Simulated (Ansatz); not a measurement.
A series of calculations on TiAl

Part 1: One mode

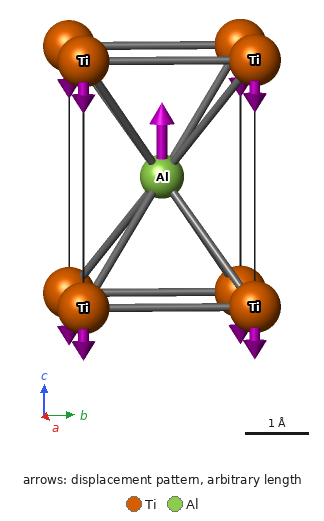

One vibrational mode of solid TiAl relaxed at 11 GPa at the zone centre. The purple arrows give the relative displacements of the atoms. Style: ball-and-stick. Shown: the cell of the calculation, from a free direction.

These are results of DFT PBE, scalar-relativistic, plane waves, PAW in Ansatz 0.2.0, not measurements.

Input
```yaml
crystal:
  lattice:
    - [2.7492831114, 0.0, 0.0]
    - [0.0, 2.7492831114, 0.0]
    - [0.0, 0.0, 3.9615676366]
  atoms:
    - { symbol: Ti, position: [0.0, 0.0, 0.0] }
    - { symbol: Al, position: [0.5, 0.5, 0.5] }
basis:
  ecutwfc: 420
kpoints:
  mp_grid: { grid: [16, 16, 10] }
hamiltonian:
  xc: pbe
scf:
  occupations: { method: fermi_dirac, width: 0.15 }
output:
  eigenvalues: true
phonons:
  method: dfpt
  eigenvectors: true
```

Command:
```bash
ansatz run input.yaml --threads 1 --pin off --max-ram 3072MiB --backend cpu --events-out ev --progress --plain --runs-dir out
```

The frequencies depend somewhat on the k-mesh and the smearing.

What mode is this, and where does it lie in the spectrum?

This is the A₂u mode at 10.6 THz, the highest optical level, infrared-active by symmetry. The Al sublattice moves against the Ti sublattice, along c; the kinetic energy is shared as Al 64 %, Ti 36 %. The crystal is a metal, so free carriers screen the infrared response.

Part 2: One mode

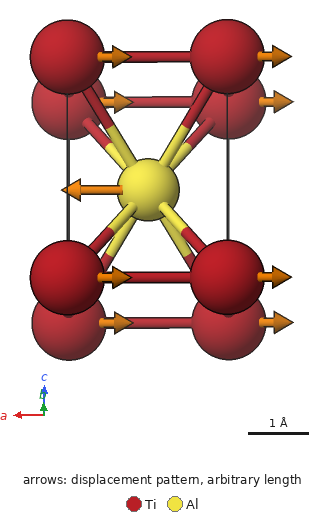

One vibrational mode of solid TiAl relaxed at 22 GPa at the zone centre. The orange arrows give the relative displacements of the atoms. Style: ball-and-stick. Shown: the cell of the calculation, from a free direction.

Computed with Ansatz, DFT PBE, scalar-relativistic, plane waves, PAW.

The input:
```yaml
crystal:
  lattice:
    - [2.6922733107, 0.0, 0.0]
    - [0.0, 2.6922733107, 0.0]
    - [0.0, 0.0, 3.8749991189]
  atoms:
    - { symbol: Ti, position: [0.0, 0.0, 0.0] }
    - { symbol: Al, position: [0.5, 0.5, 0.5] }
basis:
  ecutwfc: 420
kpoints:
  mp_grid: { grid: [16, 16, 10] }
hamiltonian:
  xc: pbe
scf:
  occupations: { method: fermi_dirac, width: 0.15 }
output:
  eigenvalues: true
phonons:
  method: dfpt
  eigenvectors: true
```

Run as
```bash
ansatz run input.yaml --threads 1 --pin off --max-ram 3072MiB --backend cpu --events-out ev --progress --plain --runs-dir out
```

The frequencies depend somewhat on the k-mesh and the smearing.

Describe the mode and give its frequency.

This is the E_u mode (doubly degenerate; one member of the set is drawn) at 319 cm⁻¹, the lowest optical level, infrared-active by symmetry. The Al sublattice moves against the Ti sublattice, along a; the kinetic energy is shared as Al 64 %, Ti 36 %. The crystal is a metal, so free carriers screen the infrared response.

Part 3: Softest mode

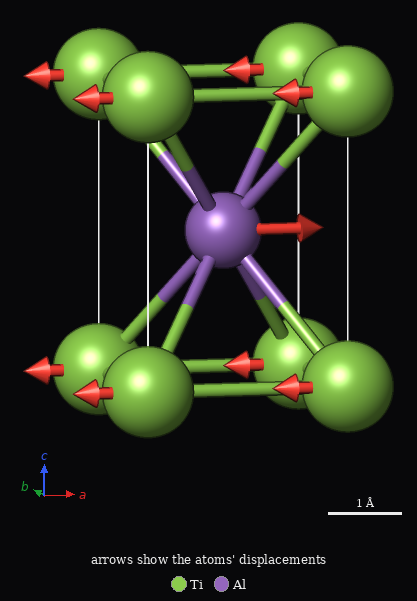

The lowest optical mode of solid TiAl, space group P4/mmm (No. 123), at the zone centre. Displacements are drawn as red arrows; their common scale and sign are arbitrary. Style: ball-and-stick. Shown: the cell of the calculation, slightly off an axis.

Level of theory: DFT PBE, scalar-relativistic, plane waves, PAW in Ansatz 0.2.0. Settings: plane-wave cutoff 420 eV; k-point mesh 14 × 14 × 10; occupations fermi dirac; smearing width 0.15 eV; no spin polarisation.

The frequencies depend somewhat on the k-mesh and the smearing.

Question: Is this crystal at a minimum with respect to the drawn distortion?

Answer: Yes: this softest mode has a real frequency, and so have all others here. That speaks for this wave vector alone: the rest of the zone wasn't checked in this run. This is the E_u mode (doubly degenerate; one member of the set is drawn) at 32.2 meV, the lowest optical level, infrared-active by symmetry. The Al sublattice moves against the Ti sublattice, along a; the kinetic energy is shared as Al 64 %, Ti 36 %. The crystal is a metal, so free carriers screen the infrared response.

Part 4: Softest mode

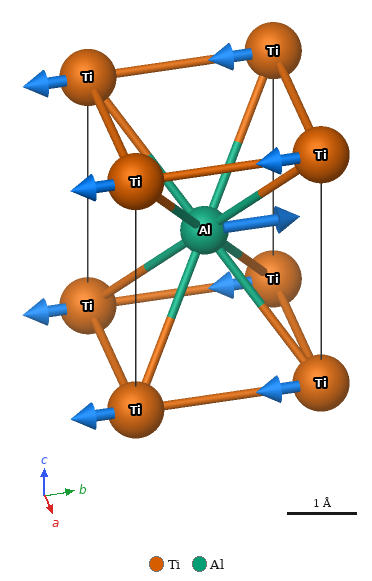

The lowest optical mode of a crystal of TiAl relaxed at 5 GPa, space group P4/mmm (No. 123), at the zone centre. Displacements are drawn as blue arrows; their common scale and sign are arbitrary. A ball-and-stick model of the cell of the calculation, seen from a free direction.

The calculation used DFT PBE, scalar-relativistic, plane waves, PAW (Ansatz).

Input file:
```yaml
crystal:
  lattice:
    - [2.7873188653, 0.0, 0.0]
    - [0.0, 2.7873188653, 0.0]
    - [0.0, 0.0, 4.019506198]
  atoms:
    - { symbol: Ti, position: [0.0, 0.0, 0.0] }
    - { symbol: Al, position: [0.5, 0.5, 0.5] }
basis:
  ecutwfc: 420
kpoints:
  mp_grid: { grid: [16, 16, 10] }
hamiltonian:
  xc: pbe
scf:
  occupations: { method: fermi_dirac, width: 0.15 }
output:
  eigenvalues: true
phonons:
  method: dfpt
  eigenvectors: true
```

Command:
```bash
ansatz run input.yaml --threads 1 --pin off --max-ram 3072MiB --backend cpu --events-out ev --progress --plain --runs-dir out
```

The frequencies depend somewhat on the k-mesh and the smearing.

Question: Is the structure stable against all modes at this point?

Answer: Yes: this softest mode has a real frequency, and so have all others here. That speaks for this wave vector alone: the rest of the zone wasn't checked in this run. This is the E_u mode (doubly degenerate; one member of the set is drawn) at 276 cm⁻¹, the lowest optical level, infrared-active by symmetry. The Al sublattice moves against the Ti sublattice, along b; the kinetic energy is shared as Al 64 %, Ti 36 %. The crystal is a metal, so free carriers screen the infrared response.
